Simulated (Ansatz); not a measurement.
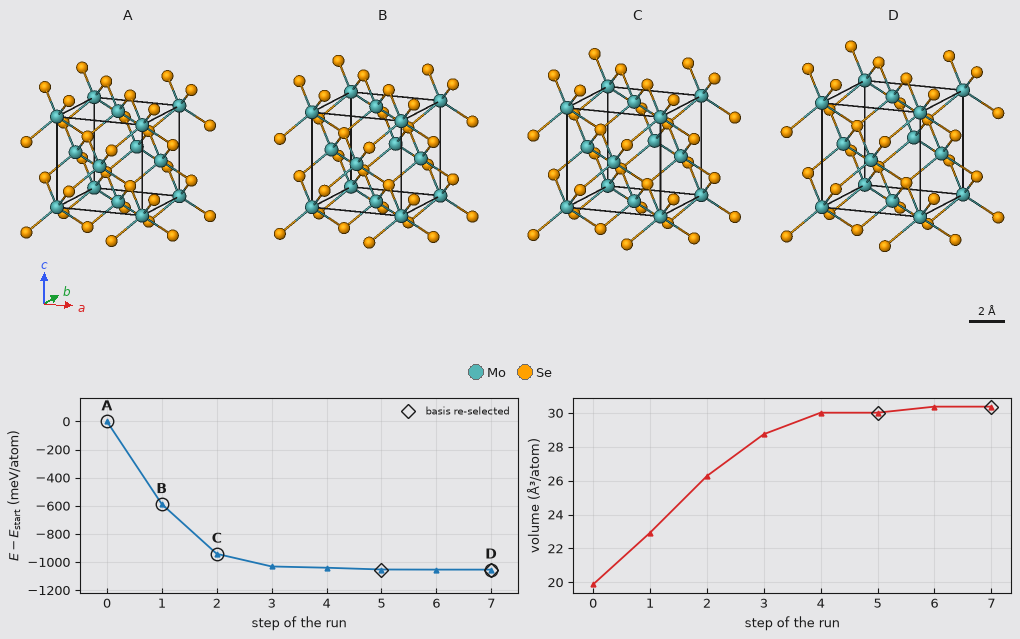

Frames of a relaxation of solid MoSe (built on the zinc blende type) (coarse preliminary run), marked on the history of the run. Style: ball-and-stick. Shown: the conventional cell (4 times the calculation's cell), slightly off an axis. Lengths and directions refer to the drawn axes.

Theory: DFT PBE+U, scalar-relativistic, plane waves, PAW in Ansatz 0.2.0. Settings: plane-wave cutoff 420 eV; k-point mesh 6 × 6 × 6; occupations gaussian; smearing width 0.1 eV; U Mo 4.38 eV; collinear spin; cell and atoms relaxed; force threshold 0.05 eV/Å; at most 80 steps.

Q: Describe the path.

A: The atoms keep their places relative to the cell (all moves are under 0.005 Å). The drawn cell changes as follows: a = b = c 5.418 → 6.240 Å (+15.2 %); the volume changes by +52.8 %. Some distances before and after: Mo–Se 2.346 → 2.702 Å. The space group stays F-43m (No. 216). The energy falls by 1053 meV per atom in 5 accepted moves (7 points after the start). All forces vanish by symmetry, so only the cell relaxes. The pressure goes from 38.64 to 0.11 GPa. The SCF was repeated twice at an unchanged geometry on a basis and grid sized afresh for the cell, which shifted the energy by 12.6 meV per atom at most. Cost: 41 s on 1 thread of Intel(R) Xeon(R) Platinum 8375C CPU @ 2.90GHz (Ice Lake), with other jobs on the host, peak memory 0.45 GiB. From step 0 to 1: volume +15.3 %, energy −588 meV per atom. From step 1 to 2: volume +14.6 %, energy −353 meV per atom. From step 2 to 7: volume +15.6 %, energy −112 meV per atom.
